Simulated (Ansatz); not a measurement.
Single-point calculation, with input and output: Ga2O3 (part 1 of 2)

The run: single-point calculation of Ga2O3 (C2/m, 40 atoms in the cell). Method and program: DFT PBE, scalar-relativistic, plane waves, PAW, no spin polarisation (Ansatz 0.2.0).

The structure derives from a Materials Project entry. It belongs to a series of runs on one base structure; here: the perfect crystal in a cell of 40 atoms. Figures and captions count atoms from 1; the log counts them from 0 in places.

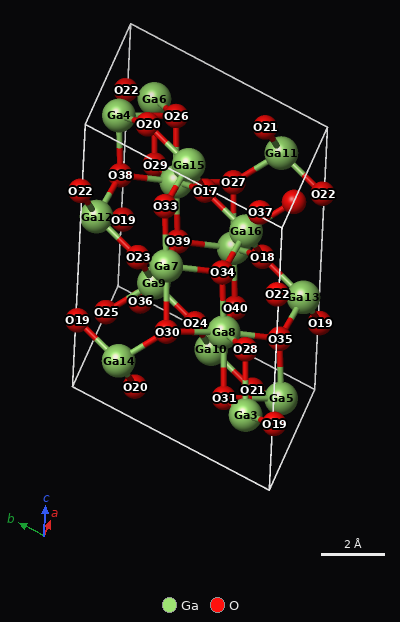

Figure 1. The structure (ball-and-stick view of the cell of the calculation, seen at an oblique angle; atoms are numbered from 1 in the order of the input).

Input file
```yaml
crystal:
  lattice:
    - [-4.8290928629, -1.5416333702, -5.7151521777]
    - [-6.2270640114, 4.6249001107, -0.0062293263]
    - [1.3979711485, 6.166533481, -5.7089228515]
  atoms:
    - { symbol: Ga, position: [0.6509655799, 0.6660407055, 0.6632108658] }
    - { symbol: Ga, position: [0.9009655799, 0.4160407055, 0.4132108658] }
    - { symbol: Ga, position: [0.1509655799, 0.1660407055, 0.1632108658] }
    - { symbol: Ga, position: [0.4009655799, 0.9160407055, 0.9132108658] }
    - { symbol: Ga, position: [0.5990344201, 0.0839592945, 0.0867891342] }
    - { symbol: Ga, position: [0.8490344201, 0.8339592945, 0.8367891342] }
    - { symbol: Ga, position: [0.0990344201, 0.5839592945, 0.5867891342] }
    - { symbol: Ga, position: [0.3490344201, 0.3339592945, 0.3367891342] }
    - { symbol: Ga, position: [0.4648084014, 0.715043681, 0.3299193396] }
    - { symbol: Ga, position: [0.7148084014, 0.465043681, 0.0799193396] }
    - { symbol: Ga, position: [0.9648084014, 0.215043681, 0.8299193396] }
    - { symbol: Ga, position: [0.2148084014, 0.965043681, 0.5799193396] }
    - { symbol: Ga, position: [0.7851915986, 0.034956319, 0.4200806604] }
    - { symbol: Ga, position: [0.0351915986, 0.784956319, 0.1700806604] }
    - { symbol: Ga, position: [0.2851915986, 0.534956319, 0.9200806604] }
    - { symbol: Ga, position: [0.5351915986, 0.284956319, 0.6700806604] }
    - { symbol: O, position: [0.5003632193, 0.4916869295, 0.7563256077] }
    - { symbol: O, position: [0.7503632193, 0.2416869295, 0.5063256077] }
    - { symbol: O, position: [0.0003632193, 0.9916869295, 0.2563256077] }
    - { symbol: O, position: [0.2503632193, 0.7416869295, 0.0063256077] }
    - { symbol: O, position: [0.7496367807, 0.2583130705, 0.9936743923] }
    - { symbol: O, position: [0.9996367807, 0.0083130705, 0.7436743923] }
    - { symbol: O, position: [0.2496367807, 0.7583130705, 0.4936743923] }
    - { symbol: O, position: [0.4996367807, 0.5083130705, 0.2436743923] }
    - { symbol: O, position: [0.412440262, 0.9349517816, 0.1518962293] }
    - { symbol: O, position: [0.662440262, 0.6849517816, 0.9018962293] }
    - { symbol: O, position: [0.912440262, 0.4349517816, 0.6518962293] }
    - { symbol: O, position: [0.162440262, 0.1849517816, 0.4018962293] }
    - { symbol: O, position: [0.837559738, 0.8150482184, 0.5981037707] }
    - { symbol: O, position: [0.087559738, 0.5650482184, 0.3481037707] }
    - { symbol: O, position: [0.337559738, 0.3150482184, 0.0981037707] }
    - { symbol: O, position: [0.587559738, 0.0650482184, 0.8481037707] }
    - { symbol: O, position: [0.0727681926, 0.6002147925, 0.8180309538] }
    - { symbol: O, position: [0.3227681926, 0.3502147925, 0.5680309538] }
    - { symbol: O, position: [0.5727681926, 0.1002147925, 0.3180309538] }
    - { symbol: O, position: [0.8227681926, 0.8502147925, 0.0680309538] }
    - { symbol: O, position: [0.1772318074, 0.1497852075, 0.9319690462] }
    - { symbol: O, position: [0.4272318074, 0.8997852075, 0.6819690462] }
    - { symbol: O, position: [0.6772318074, 0.6497852075, 0.4319690462] }
    - { symbol: O, position: [0.9272318074, 0.3997852075, 0.1819690462] }
basis:
  ecutwfc: 420
  xc_grid: 2
kpoints:
  mp_grid: { grid: [2, 2, 2], shift: [0.5, 0.5, 0.5] }
hamiltonian:
  xc: pbe
scf:
  occupations: { method: gaussian, width: 0.02 }
output:
  forces: true
  stress: true
  eigenvalues: true
```

Machine: 8 threads of Arm Neoverse V2, 24 GiB of memory available, shared host.

Launched with:
```bash
ansatz run input.yaml --threads 8 --pin off --max-ram 16384MiB --backend cpu --events-out ev --progress --plain --runs-dir out
```

Output
```
Engine: ansatz 0.2.0, aarch64-unknown-linux-gnu
Pseudopotentials: kind: paw
Pseudopotential: Ga, paw, valence charge 13, recommended cutoff 420 eV (normal), Ga.paw.azcp
Pseudopotential: O, paw, valence charge 6, recommended cutoff 420 eV (normal), O.paw.azcp
Functional definition: PBE
  parameter kappa = 0.804
  parameter beta = 0.06672455060314922
  exchange = pbe_x(kappa = kappa, mu = beta*pi^2/3)
  correlation = pbe_c(beta = beta)
Crystal: 40 atoms, lattice volume = 438.546 Å³
Basis set: ecut = 420 eV, 8573 PW (Γ), exchange–correlation on 108×108×120 points (8 copies of the dense FFT grid, shifted against one another)
Bands: 216, of which v1, the nominal top of the filled ones, is band 176 counted from 1 (175 counted from 0)
Symmetry: 8 space group operations
Space group: C2/m (ITA 12), of the structure as read, at distance tolerance 7.6e-5 Å
k-points: 4 of 8
Non-local potential: Ga, projectors of the file, l = 0: 2, l = 1: 2, l = 2: 3, l = 3: 1
Non-local potential: O, projectors of the file, l = 0: 2, l = 1: 2, l = 2: 1
PAW form: soft (Blöchl's): semilocal exchange-correlation on the pseudo side does not see the compensation charge
PAW one-centre angular grid: Ga, 590 points (default); XC on 64 Gauss nodes
PAW one-centre angular grid: O, 110 points (default); XC on 64 Gauss nodes
Initial density: superposition of atomic densities (neutral atoms: chi_scale 0, normalization atom), corrected by the library's trained network
Initial wavefunctions: pseudopotential atomic-orbital guess
Functional: x = pbe(κ = 0.804, μ = 0.2195149727645171), c = pbe(β = 0.06672455060314922)
SCF iter   1: F=—  HF=-74160.482544 eV  |F-HF|=—  |Δ(HF+E_count)|=         —  Δρ=1.12e-3  dr2=1.97e-3  ethr=1.77e-3  ⟨swp⟩=6.2  Hψ=3274  notcnv=0  defer=1
preconditioner: auto → Resta (q_TF=auto, 2.630 Å⁻¹)  ε∞=4.6  [insulator: Δε(μ)=2.960 eV  Ē_g=17.422 eV  σ=0.020 eV  W_gap=1.00  n_scr=130 (ndim 8)  ℏωp=33.3 eV  f_vac=0.021  D(μ)=0.00/eV (n_scr^D=0)  ε∞_Penn≈4.6]
SCF iter   2: F=—  HF=-74160.487477 eV  |F-HF|=—  |Δ(HF+E_count)|=   4.93e-3  Δρ=5.99e-4  dr2=6.19e-4  ethr=5.61e-7  ⟨swp⟩=3.0  Hψ=1745  notcnv=0  defer=72
SCF iter   3: F=—  HF=-74160.489294 eV  |F-HF|=—  |Δ(HF+E_count)|=   1.82e-3  Δρ=2.43e-4  dr2=1.99e-4  ethr=1.76e-7  ⟨swp⟩=2.0  Hψ=1433  notcnv=0  defer=35
automatic band count: iteration 3 solves 204 bands in place of 216: the levels show a gap, and the empty bands left out lie too high to hold charge; the band table lists the bands solved (type scf.n_extra_bands for more)
SCF iter   4: F=—  HF=-74160.489279 eV  |F-HF|=—  |Δ(HF+E_count)|=   1.49e-5  Δρ=5.98e-5  dr2=1.49e-5  ethr=5.66e-8  ⟨swp⟩=2.0  Hψ=1423  notcnv=0  defer=35
SCF iter   5: F=—  HF=-74160.489710 eV  |F-HF|=—  |Δ(HF+E_count)|=   4.31e-4  Δρ=2.58e-5  dr2=3.00e-6  ethr=4.24e-9  ⟨swp⟩=2.0  Hψ=1119  notcnv=0  defer=35
SCF iter   6: F=—  HF=-74160.489711 eV  |F-HF|=—  |Δ(HF+E_count)|=   1.21e-6  Δρ=1.62e-5  dr2=8.48e-7  ethr=8.54e-10  ⟨swp⟩=2.0  Hψ=1433  notcnv=0  defer=35
SCF iter   7: F=-74160.489712 eV  HF=-74160.489712 eV  |F-HF|=2.95e-8  |Δ(HF+E_count)|=   4.25e-8  Δρ=4.16e-6  dr2=4.89e-8  ethr=2.84e-11  ⟨swp⟩=6.2  Hψ=3523  notcnv=0
SCF 1 converged in 7 iterations: F = -74160.489712 eV  dr2 = 4.89e-8
  greatest PAW one-centre occupation: 0.998 electrons in one spin orbital (limit 2), on the Ga atom at site 7 (counted from 0), in its partial waves of l = 2
SCF converged after 7 iterations
Free energy (F): -74160.489712 eV
Harris-Foulkes:  -74160.489712 eV  (|F-HF|=2.95e-8)
Internal energy: -74160.489712 eV  (E = F + TS)
E sigma→0 (E₀):  -74160.489712 eV
Fermi energy:    8.997125 eV
--- Per-component energies (eV) ---
  E_band       = -585.300896
  E_kinetic    = 6056.701223
  E_local      = -37084.584484  (includes V_loc(G=0)·N_el)
  E_nonlocal   = 8080.702094
  E_hartree    = 16603.025425
  E_xc         = -2842.441199
  E_vxc        = -3150.725638  (∫ρ·V_xc dr)
  E_paw        = -35768.038149  (= ΣΔE_a)
  E_vpaw       = -7693.506868  (= ΣTr[D̂ρ^β])
  E_aug_tail   = 0.057197  (compensation charges beyond the density's cutoff)
  E_ewald      = -29205.911818
  E_smearing   = -0.000000  (= −TS)
  E_closure    = 0.000000  (closes the sum)
  Σ components = -74160.489712   (vs F -74160.489712, Δ=0.00e0)
--- Forces (eV/Å), atoms counted from 1 ---
  atom   1  Ga     0.00100762     0.00003321     0.00130069
  atom   2  Ga     0.00100762     0.00003321     0.00130069
  atom   3  Ga     0.00100762     0.00003321     0.00130069
  atom   4  Ga     0.00100762     0.00003321     0.00130069
  atom   5  Ga    -0.00100762    -0.00003321    -0.00130069
  atom   6  Ga    -0.00100762    -0.00003321    -0.00130069
  atom   7  Ga    -0.00100762    -0.00003321    -0.00130069
  atom   8  Ga    -0.00100762    -0.00003321    -0.00130069
  atom   9  Ga     0.00049286     0.00032748     0.00060378
  atom  10  Ga     0.00049286     0.00032748     0.00060378
  atom  11  Ga     0.00049286     0.00032748     0.00060378
  atom  12  Ga     0.00049286     0.00032748     0.00060378
  atom  13  Ga    -0.00049286    -0.00032748    -0.00060378
  atom  14  Ga    -0.00049286    -0.00032748    -0.00060378
  atom  15  Ga    -0.00049286    -0.00032748    -0.00060378
  atom  16  Ga    -0.00049286    -0.00032748    -0.00060378
  atom  17  O     -0.00000598     0.00044235    -0.00049417
  atom  18  O     -0.00000598     0.00044235    -0.00049417
  atom  19  O     -0.00000598     0.00044235    -0.00049417
  atom  20  O     -0.00000598     0.00044235    -0.00049417
  atom  21  O      0.00000598    -0.00044235     0.00049417
  atom  22  O      0.00000598    -0.00044235     0.00049417
  atom  23  O      0.00000598    -0.00044235     0.00049417
  atom  24  O      0.00000598    -0.00044235     0.00049417
  atom  25  O      0.00008905     0.00103812    -0.00073722
  atom  26  O      0.00008905     0.00103812    -0.00073722
  atom  27  O      0.00008905     0.00103812    -0.00073722
  atom  28  O      0.00008905     0.00103812    -0.00073722
  atom  29  O     -0.00008905    -0.00103812     0.00073722
  atom  30  O     -0.00008905    -0.00103812     0.00073722
  atom  31  O     -0.00008905    -0.00103812     0.00073722
  atom  32  O     -0.00008905    -0.00103812     0.00073722
  atom  33  O      0.00087289     0.00016702     0.00049984
  atom  34  O      0.00087289     0.00016702     0.00049984
  atom  35  O      0.00087289     0.00016702     0.00049984
  atom  36  O      0.00087289     0.00016702     0.00049984
  atom  37  O     -0.00087289    -0.00016702    -0.00049984
  atom  38  O     -0.00087289    -0.00016702    -0.00049984
  atom  39  O     -0.00087289    -0.00016702    -0.00049984
  atom  40  O     -0.00087289    -0.00016702    -0.00049984
  max |Σ_I F_I| component: 2.17e-19 eV/Å
--- Stress (GPa, compression-positive) ---
        0.028031       0.009511      -0.010558
        0.009511       0.042597      -0.001548
       -0.010561      -0.001547       0.029852
  P = ⅓ Tr σ = 0.0335 GPa (0.335 kbar)
--- Band table (eV) ---
```
